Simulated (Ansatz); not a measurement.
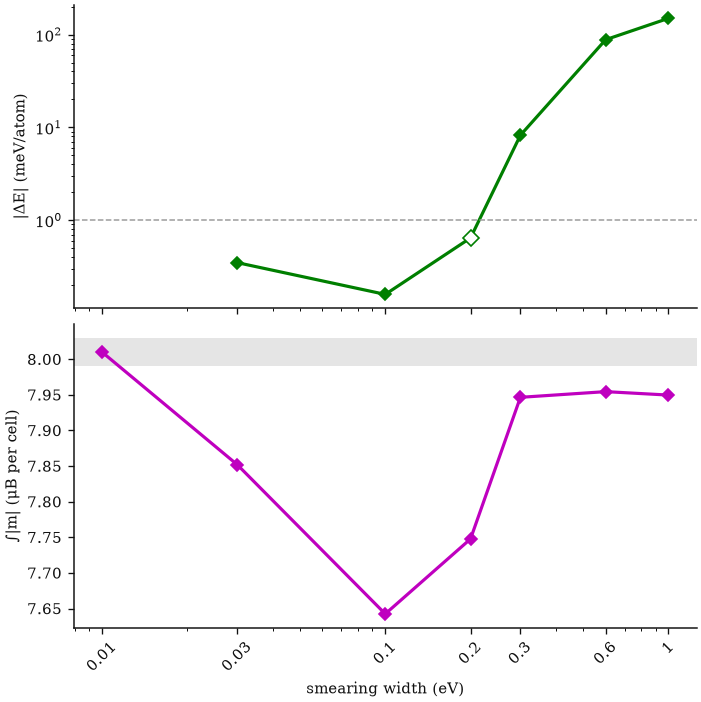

Convergence test: the smearing width is varied and all else is held.
- system: Eu (Im-3m, 1 atom in the cell)
- method: DFT, r2SCAN, plane waves (500 eV) with PAW, scalar-relativistic (Ansatz); 10×10×10 k-mesh, collinear spins, Methfessel–Paxton smearing
ΔE is the free energy less its value at the smallest setting, 0.01 eV.
Dashed lines or grey bands mark the tolerance: 1 meV/atom and 0.02 μB per cell.
On logarithmic panels, open markers lie below the reference value and filled ones above.

Q: What is enough for the free energy to 1 meV/atom?

A: The free energy is within 1 meV/atom of the smallest setting's value from 0.2 eV down. It is off by 150 meV/atom at 1 eV, 88 meV/atom at 0.6 eV and 8.2 meV/atom at 0.3 eV (on both sides of it).

Q: How does the absolute moment ∫|m| behave (tolerance 0.02 μB per cell)?

A: The absolute moment ∫|m| at the last setting but one, 0.03 eV, is still more than 0.02 μB per cell from the smallest setting's value, so the scan doesn't show it converged. It is 7.95 μB per cell at 1 eV, 7.75 μB per cell at 0.2 eV, 7.64 μB per cell at 0.1 eV, 7.85 μB per cell at 0.03 eV and 8.01 μB per cell at 0.01 eV.
